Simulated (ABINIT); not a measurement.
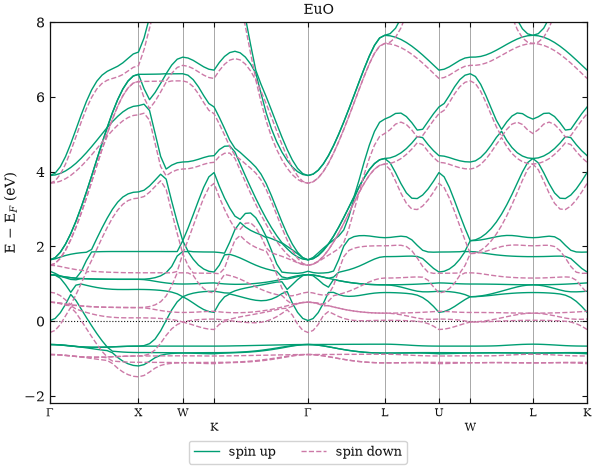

Band structure. Energies are counted from the Fermi level. The path runs straight from each named point to the next.

Question: What lattice type does the k path imply?

Answer: A face-centred cubic lattice: the path Γ–X–W–K–Γ–L–U–W–L–K runs through the special points of its Brillouin zone.

System: rocksalt EuO, space group Fm-3m, 2 atoms in the primitive cell; cubic a = 5.144 Å.

Method: r2SCAN, JTH PAW PBE v2.0, collinear spin, ferromagnetic start, no spin-orbit coupling, 9×9×9 k mesh, 762 eV cutoff, Fermi-Dirac smearing of 0.05 eV (ABINIT 10.8.3 (patched build)).

Question: Does this material conduct, going by its bands?

Answer: A metal: bands cross the Fermi level along this path.

Question: Are there flat bands near the Fermi level?

Answer: 6 bands within 1.5 eV of the Fermi level are narrower than 0.3 eV along the path; they lie between −1.1 and 1.2 eV and signal localised states.

The run ends ferromagnetic, with 0.65 μB a cell. The PAW data sets were made with another functional. A cell with one magnetic atom can't hold antiferromagnetic order, which such compounds often take. Without U or exact exchange the open f shell lies at the Fermi level, which spoils levels, moments and volumes. Spin-orbit coupling is left out, which matters for Eu. The cell is at −13 GPa in this functional. Bands are joined in order of energy, so crossings between the computed points show as kinks or gaps.
